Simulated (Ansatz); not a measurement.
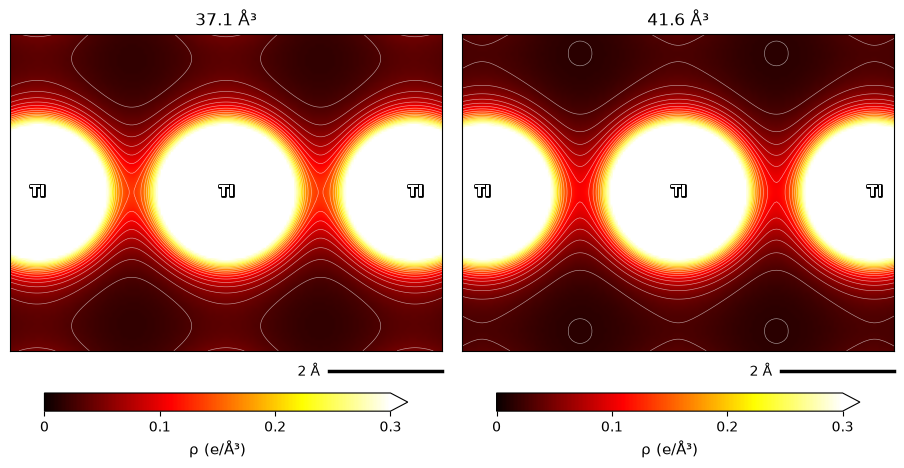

Tl. The valence electron density of cells scaled evenly to different volumes (given per atom above each panel), on the (101) plane of each (indices in the axes of the cell below), at one length scale and on one colour scale.

A generated structure, not necessarily the stable one; computed without spin polarisation.

Level of theory: DFT, RPBE, plane waves (420 eV) with PAW, scalar-relativistic (Ansatz).

Core electrons are frozen (PAW), and the valence fields are smoothed inside the atomic spheres.

The largest cell:

```xyz
1
Lattice="3.4649 0.0000 0.0000 0.0000 3.4649 0.0000 0.0000 0.0000 3.4649" Properties=species:S:1:pos:R:3 pbc="T T T"
Tl    0.0000    0.0000    0.0000
```

| volume (Å³/atom) | Tl–Tl contact in the plane (Å) | ρ at its midpoint (e/Å³) | 
| --- | --- | --- |
| 37.14 | 3.336 | 0.134 | 
| 40.11 | 3.423 | ? | 
| 41.60 | 3.465 | 0.108 | 

Estimate the missing row, and compare with the calculation.

Over the known rows ln ρ falls by 1.67 per Å of Tl–Tl distance (the line through the two), which gives 0.116 e/Å³ at 3.423 Å; the calculation gives 0.115 e/Å³.
